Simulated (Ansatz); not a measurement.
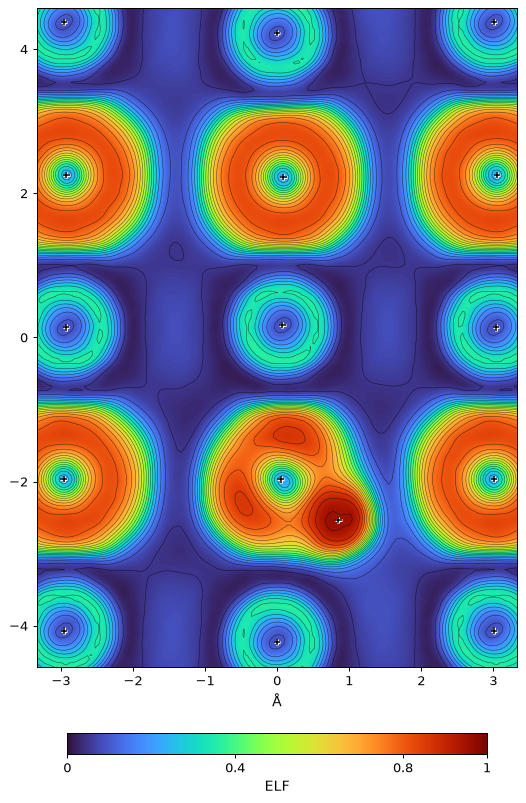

The ELF on a plane through atoms (crosses mark nuclei in the plane).

Theory: Ansatz 0.2.0, DFT PBE, scalar-relativistic, plane waves, PAW.

Candidates:
A. Si (cell with a defect), a = 7.68 Å, b = 7.68 Å, c = 7.68 Å, α = 60.00°, β = 60.00°, γ = 60.00°. PAW files of the earlier set (soft_1).
B. Mg8HO8 (cell charge +1, with a compensating background) (cell with a defect), a = 5.97 Å, b = 5.97 Å, c = 5.97 Å, α = 60.00°, β = 60.00°, γ = 60.00°. PAW files of the earlier set (soft_1).

> Which candidate gave the map?

Candidate B: Mg8HO8 on the (101̄) plane of the calculation cell, which holds Mg, O and H. O–H (0.98 Å): the ELF climbs to about 0.95 towards the hydrogen, as it does in any bond to H: a covalent bond by its length. Mg–O (2.00 Å): the ELF peaks at about 0.80 in the valence shell of O, 0.6 Å from its nucleus, and is about 0.35 at the midpoint: a largely ionic contact.
